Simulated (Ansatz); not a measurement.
Run report: SrO, band-structure calculation

The run: band-structure calculation of SrO (R-3m, 2 atoms in the cell). Method and program: DFT, PBE, plane waves, PAW, no spin polarisation (Ansatz 0.2.0).

The structure was built on a prototype by a generator. The geometry comes from this level: r2SCAN (a point of a series of strains). It belongs to a series of runs on one base structure; here: shear_111 strain +5.0%. Figures and captions count atoms from 1; the log counts them from 0 in places.

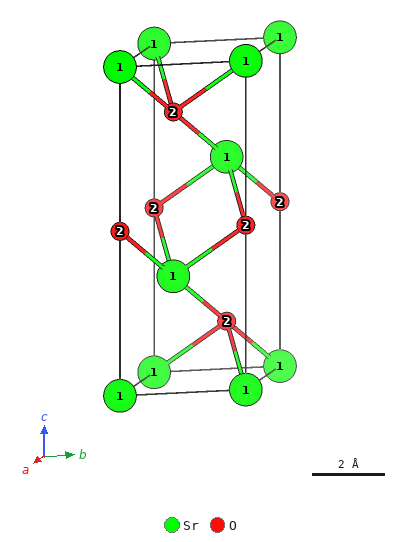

**Figure 1.** The structure (ball-and-stick view of the cell 3 times as large as that of the calculation, set on its symmetry axes, seen slightly off an axis; atoms are numbered from 1 in the order of the input).

## The input
```yaml
crystal:
  lattice:
    - [0.0859964109, 2.6658887381, 2.6658887381]
    - [2.6658887381, 0.0859964109, 2.6658887381]
    - [2.6658887381, 2.6658887381, 0.0859964109]
  atoms:
    - { symbol: Sr, position: [0.0, 0.0, 0.0] }
    - { symbol: O, position: [0.5, 0.5, 0.5] }
kpoints:
  mp_grid: { grid: [8, 8, 8] }
  band_path:
    path:
      - [0.0, 0.0, 0.0]
      - [0.5, 0.0, 0.5]
      - [0.625, 0.25, 0.625]
      - [0.375, 0.375, 0.75]
      - [0.5, 0.5, 0.5]
      - [0.5, 0.25, 0.75]
      - [0.0, 0.5, 0.5]
    npoints: 1
hamiltonian:
  xc: pbe
scf:
  occupations: { method: fermi_dirac, width: 0.02 }
  n_extra_bands: 4
output:
  forces: true
  stress: true
  eigenvalues: true
  write_density: true
  write_potential: true
  elf: true
  volumetric_format: npy
```

Hardware: 4 threads of Intel Xeon @ 2.70GHz, 189 GiB of memory available, shared host.

Launch command:
```bash
ansatz run input.yaml --threads 4 --pin off --max-ram 4608MiB --backend cpu --events-out ev --progress --plain --runs-dir out
```

## What the program printed
```
scf.n_extra_bands = 4 over 8 filled bands (N_el = 16.0): the run solves 12 bands
Engine: ansatz 0.2.0, x86_64-unknown-linux-gnu
Pseudopotentials: kind: paw
Pseudopotential: Sr, paw, valence charge 10, recommended cutoff 420 eV (normal), Sr.paw.azcp
Pseudopotential: O, paw, valence charge 6, recommended cutoff 420 eV (normal), O.paw.azcp
Functional definition: PBE
  parameter kappa = 0.804
  parameter beta = 0.06672455060314922
  exchange = pbe_x(kappa = kappa, mu = beta*pi^2/3)
  correlation = pbe_c(beta = beta)
Crystal: 2 atoms, lattice volume = 36.060 Å³
Basis set: ecut = 420 eV, 689 PW (Γ), exchange–correlation on 54×54×54 points (8 copies of the dense FFT grid, shifted against one another)
Bands: 12, of which v1, the nominal top of the filled ones, is band 8 counted from 1 (7 counted from 0)
Symmetry: 12 space group operations
Space group: R-3m (ITA 166), of the structure as read, at distance tolerance 3.3e-5 Å
k-points: 65 of 512
Non-local potential: Sr, projectors of the file, l = 0: 3, l = 1: 2, l = 2: 2
Non-local potential: O, projectors of the file, l = 0: 2, l = 1: 2, l = 2: 1
PAW form: soft (Blöchl's): semilocal exchange-correlation on the pseudo side does not see the compensation charge
PAW one-centre angular grid: Sr, 110 points (default); XC on 64 Gauss nodes
PAW one-centre angular grid: O, 110 points (default); XC on 64 Gauss nodes
Initial density: superposition of atomic densities (neutral atoms: chi_scale 0, normalization atom), corrected by the library's trained network
Initial wavefunctions: pseudopotential atomic-orbital guess
Functional: x = pbe(κ = 0.804, μ = 0.2195149727645171), c = pbe(β = 0.06672455060314922)
SCF iter   1: F=—  HF=-4114.599757 eV  |F-HF|=—  |Δ(HF+E_count)|=         —  Δρ=3.85e-4  dr2=1.30e-5  ethr=1.77e-3  ⟨swp⟩=8.8  Hψ=6283  notcnv=0
preconditioner: auto → none  [insulator: Δε(μ)=3.266 eV  Ē_g=15.947 eV  σ=0.020 eV  W_gap=1.00  n_scr=8 (ndim 8)  ℏωp=23.1 eV  f_vac=0.000  D(μ)=0.00/eV (n_scr^D=0)  ε∞_Penn≈3.1]
SCF iter   2: F=—  HF=-4114.600906 eV  |F-HF|=—  |Δ(HF+E_count)|=   1.15e-3  Δρ=4.84e-4  dr2=9.19e-5  ethr=8.14e-8  ⟨swp⟩=4.2  Hψ=2788  notcnv=0
SCF iter   3: F=—  HF=-4114.600924 eV  |F-HF|=—  |Δ(HF+E_count)|=   1.79e-5  Δρ=2.61e-4  dr2=2.55e-5  ethr=8.14e-8  ⟨swp⟩=2.1  Hψ=1003  notcnv=0
SCF iter   4: F=—  HF=-4114.600958 eV  |F-HF|=—  |Δ(HF+E_count)|=   3.35e-5  Δρ=5.35e-5  dr2=1.22e-6  ethr=8.14e-8  ⟨swp⟩=3.0  Hψ=1392  notcnv=0
SCF iter   5: F=—  HF=-4114.600958 eV  |F-HF|=—  |Δ(HF+E_count)|=   7.14e-8  Δρ=3.36e-5  dr2=4.93e-7  ethr=7.60e-9  ⟨swp⟩=1.0  Hψ=780  notcnv=0
SCF iter   6: F=—  HF=-4114.600958 eV  |F-HF|=—  |Δ(HF+E_count)|=   9.28e-8  Δρ=1.56e-5  dr2=1.06e-7  ethr=3.08e-9  ⟨swp⟩=1.0  Hψ=783  notcnv=0
SCF iter   7: F=-4114.600958 eV  HF=-4114.600958 eV  |F-HF|=6.50e-9  |Δ(HF+E_count)|=   2.23e-8  Δρ=4.17e-6  dr2=7.40e-9  ethr=6.25e-10  ⟨swp⟩=9.2  Hψ=4480  notcnv=0
SCF 1 converged in 7 iterations: F = -4114.600958 eV  dr2 = 7.40e-9
  greatest PAW one-centre occupation: 0.987 electrons in one spin orbital (limit 2), on the Sr atom at site 0 (counted from 0), in its partial waves of l = 0
```

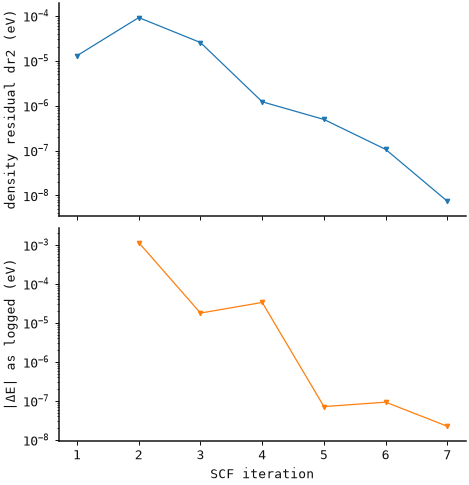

**Figure 2.** Convergence of the self-consistent field: density residual dr2 and size of the energy change against the SCF iteration. The residual comes down, with one marked jump up, by a factor of about 7, at step 2.

```
NSCF: frozen V_eff on 7 k-points
SCF converged after 7 iterations
Free energy (F): -4114.600958 eV
Harris-Foulkes:  -4114.600958 eV  (|F-HF|=6.50e-9)
Internal energy: -4114.600958 eV  (E = F + TS)
E sigma→0 (E₀):  -4114.600958 eV
Fermi energy:    8.994811 eV
--- Per-component energies (eV) ---
  E_band       = -69.445545
  E_kinetic    = 421.092181
  E_local      = -891.512450  (includes V_loc(G=0)·N_el)
  E_nonlocal   = 249.928882
  E_hartree    = 242.571965
  E_xc         = -248.794667
  E_vxc        = -258.378074  (∫ρ·V_xc dr)
  E_paw        = -2852.189550  (= ΣΔE_a)
  E_vpaw       = -75.721318  (= ΣTr[D̂ρ^β])
  E_aug_tail   = 0.002394  (compensation charges beyond the density's cutoff)
  E_ewald      = -1035.699713
  E_smearing   = -0.000000  (= −TS)
  E_closure    = 0.000000  (closes the sum)
  Σ components = -4114.600958   (vs F -4114.600958, Δ=0.00e0)
--- Forces (eV/Å), atoms counted from 1 ---
  atom   1  Sr    -0.00000000    -0.00000000    -0.00000000
  atom   2  O     -0.00000000    -0.00000000    -0.00000000
  max |Σ_I F_I| component: 1.42e-29 eV/Å
--- Stress (GPa, compression-positive) ---
       -2.327590      -1.922802      -1.922802
       -1.922802      -2.327590      -1.922802
       -1.922802      -1.922802      -2.327590
  P = ⅓ Tr σ = -2.3276 GPa (-23.276 kbar)
--- Band table (eV; the first three rows and the last of 65) ---
  k-point 0: bands = ["-25.2323", "-7.6750", "-6.9354", "-6.9173", "-6.9173", "7.2450", "7.3603", "7.3603", "10.8821", "13.0945", "13.5909", "13.5909"]
  k-point 1: bands = ["-25.2159", "-8.0423", "-6.9419", "-6.9324", "-6.5969", "6.9059", "7.0732", "7.1924", "11.5662", "13.2934", "13.4878", "13.8963"]
  k-point 2: bands = ["-25.1761", "-8.5710", "-6.9684", "-6.9628", "-6.1759", "6.1260", "6.6623", "6.8265", "13.0138", "13.2393", "14.2400", "14.7283"]
  k-point 64: bands = ["-25.1434", "-9.1210", "-6.9687", "-6.9687", "-5.6773", "5.2659", "6.4517", "6.4517", "13.4925", "15.2206", "15.6460", "15.6460"]
```

## File bands.tsv
```
# k_distance	band_0	band_1	band_2	band_3	band_4	band_5	band_6	band_7	band_8	band_9	band_10	band_11
# fermi_ev = 8.994811
# lock_threshold_ev = 1e-6
# [0, 0, 0] at k_distance = 0.000000
# [0.5, 0, 0.5] at k_distance = 1.198705
# [0.625, 0.25, 0.625] at k_distance = 1.615679
# [0.375, 0.375, 0.75] at k_distance = 2.361379
# [0.5, 0.5, 0.5] at k_distance = 3.107079
# [0.5, 0.25, 0.75] at k_distance = 3.968138
# [0, 0.5, 0.5] at k_distance = 5.325368
# levels_relative_to = fermi_ev
# free_energy_ev = -4114.600958
# largest_residual_norms_ev = 1.594e-3 1.762e-3 9.820e-4 1.194e-3 1.518e-3 1.617e-3 1.714e-3 2.065e-3 2.093e-3 1.401e-3 2.135e-3 1.533e-3
0.000000	-34.227112	-16.669809	-15.930257	-15.912141	-15.912141	-1.749843	-1.634475	-1.634475	1.887254	4.099737	4.596116	4.596116
1.198705	-34.088226	-16.729525	-16.617861	-16.229087	-16.203493	-2.187323	-1.833824	-1.749057	1.640055	5.687437	8.105337	8.144451
1.615679	-34.093195	-17.398041	-16.588017	-16.128612	-15.433187	-2.601518	-2.205846	-2.136466	2.938868	6.012100	6.550845	8.112781
2.361379	-34.093195	-17.398041	-16.588017	-16.128612	-15.433187	-2.601518	-2.205846	-2.136466	2.938868	6.012100	6.550845	8.112781
3.107079	-34.138214	-18.115783	-15.963551	-15.963551	-14.672062	-3.728946	-2.543129	-2.543129	4.497652	6.225794	6.651202	6.651202
3.968138	-34.087095	-17.317123	-16.533260	-16.419978	-15.328341	-2.703904	-2.176662	-2.120696	4.125155	4.251361	6.514536	8.901960
5.325368	-34.088226	-16.729525	-16.617861	-16.229087	-16.203493	-2.187323	-1.833824	-1.749057	1.640055	5.687437	8.105337	8.144451
```

## File rho_z.tsv
```
# z_ang	rho[e/angstrom^3]
# format = ansatz-planar-average/11
# lattice	0.085996411	2.665888738	2.665888738
# lattice	2.665888738	0.085996411	2.665888738
# lattice	2.665888738	2.665888738	0.085996411
# sites	2
# site	38	0.000000000	0.000000000	0.000000000
# site	8	2.708886944	2.708886944	2.708886944
0.000000	5.372063e-1
0.139671	5.348901e-1
0.279342	5.237425e-1
0.419013	4.959419e-1
0.558684	4.487457e-1
0.698355	3.896683e-1
0.838026	3.344134e-1
0.977697	2.991981e-1
1.117368	2.963141e-1
1.257039	3.325451e-1
1.396710	4.033750e-1
1.536381	4.896324e-1
1.676052	5.649953e-1
1.815723	6.079748e-1
1.955394	6.079748e-1
2.095065	5.649953e-1
2.234736	4.896324e-1
2.374407	4.033750e-1
2.514078	3.325451e-1
2.653749	2.963141e-1
2.793420	2.991981e-1
2.933091	3.344134e-1
3.072762	3.896683e-1
3.212433	4.487457e-1
3.352104	4.959419e-1
3.491775	5.237425e-1
3.631446	5.348901e-1
```

## File v_z.tsv
```
# z_ang	v_es[eV]	v_tot[eV]
# format = ansatz-planar-average/11
# xc	pbe
# density_cutoff_ev	1680
# datasets	Sr=:simpson_from_first_knot:soft	O=:simpson_from_first_knot:soft
# lattice	0.085996411	2.665888738	2.665888738
# lattice	2.665888738	0.085996411	2.665888738
# lattice	2.665888738	2.665888738	0.085996411
# sites	2
# site	38	0.000000000	0.000000000	0.000000000
# site	8	2.708886944	2.708886944	2.708886944
0.000000	-8.997343e0	-1.974582e1
0.139671	-8.387858e0	-1.907713e1
0.279342	-6.651560e0	-1.717477e1
0.419013	-4.058421e0	-1.434527e1
0.558684	-1.014897e0	-1.103850e1
0.698355	2.002089e0	-7.764286e0
0.838026	4.594444e0	-4.953806e0
0.977697	6.446248e0	-2.953746e0
1.117368	7.223539e0	-2.116327e0
1.257039	7.206924e0	-2.160428e0
1.396710	6.918237e0	-2.534814e0
1.536381	6.547295e0	-3.004014e0
1.676052	6.177097e0	-3.448499e0
1.815723	5.948568e0	-3.712770e0
1.955394	5.948568e0	-3.712770e0
2.095065	6.177097e0	-3.448499e0
2.234736	6.547295e0	-3.004014e0
2.374407	6.918237e0	-2.534814e0
2.514078	7.206924e0	-2.160428e0
2.653749	7.223539e0	-2.116327e0
2.793420	6.446248e0	-2.953746e0
2.933091	4.594444e0	-4.953806e0
3.072762	2.002089e0	-7.764286e0
3.212433	-1.014897e0	-1.103850e1
3.352104	-4.058421e0	-1.434527e1
3.491775	-6.651560e0	-1.717477e1
3.631446	-8.387858e0	-1.907713e1
```

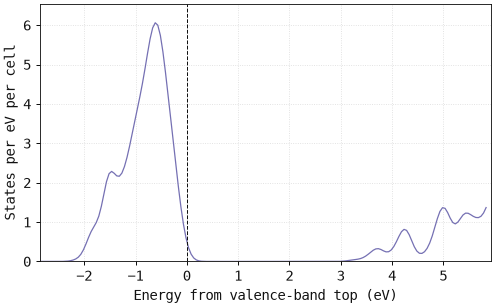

**Figure 3.** Density of states (the curve is built from the levels of the k mesh with Gaussians 0.3 eV wide, which also blur the band edges), with energies from the valence-band top. There is a gap of 3.27 eV on the k-point mesh. Small ripples come from the finite k-point mesh.

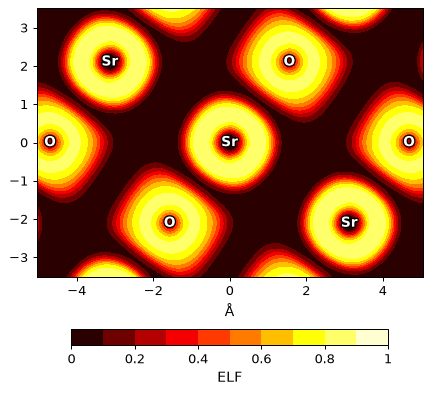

**Figure 4.** ELF on the (110) plane of the conventional cell. Atoms in the plane: Sr and O. The strong features right at Sr lie inside the PAW spheres (semicore, d or f shells) and say nothing about bonding. Core electrons are frozen (PAW), so the fields are smoothed inside the atomic spheres.

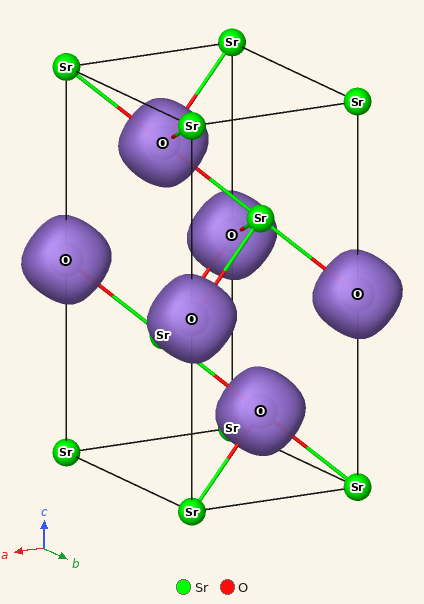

**Figure 5.** Isosurface of the electron localisation function at 0.7 (purple), seen at an oblique angle. Core shells and regions of very low density are left out. Sticks mark near contacts. The outline is the cell set on symmetry axes. Values along the shortest contacts:

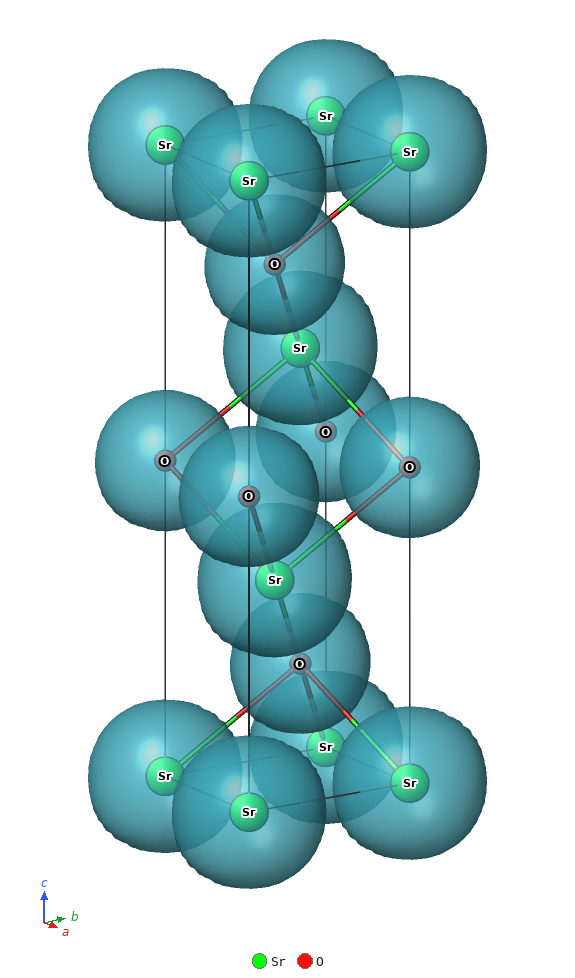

**Figure 6.** Isosurface of the valence electron density at 0.3 e/Å³ (cyan), seen slightly off an axis. Sticks mark near contacts. The outline is the cell set on symmetry axes. At this value the density breaks into separate islands; it holds about 80 % of the electrons treated as valence (semicore included). It is pinched off along the Sr–O (2.62 Å) contacts. On the grid the lowest density along these lines, outside the cores, is 0.21 e/Å³ (Sr–O, 2.62 Å).

## Summary

- outcome: converged
- space group (tolerance 0.01 Å): R-3m (166)
- electrons treated: 16
- free energy: −4114.6010 eV
- Fermi energy: 8.995 eV
- gap on the k-point mesh: 3.27 eV
- pressure: −2.33 GPa
- largest force (length of the vector): under 0.001 eV/Å
- wall time: 1.1 s (CPU time 3.1 s)
- peak memory: 0.33 GiB
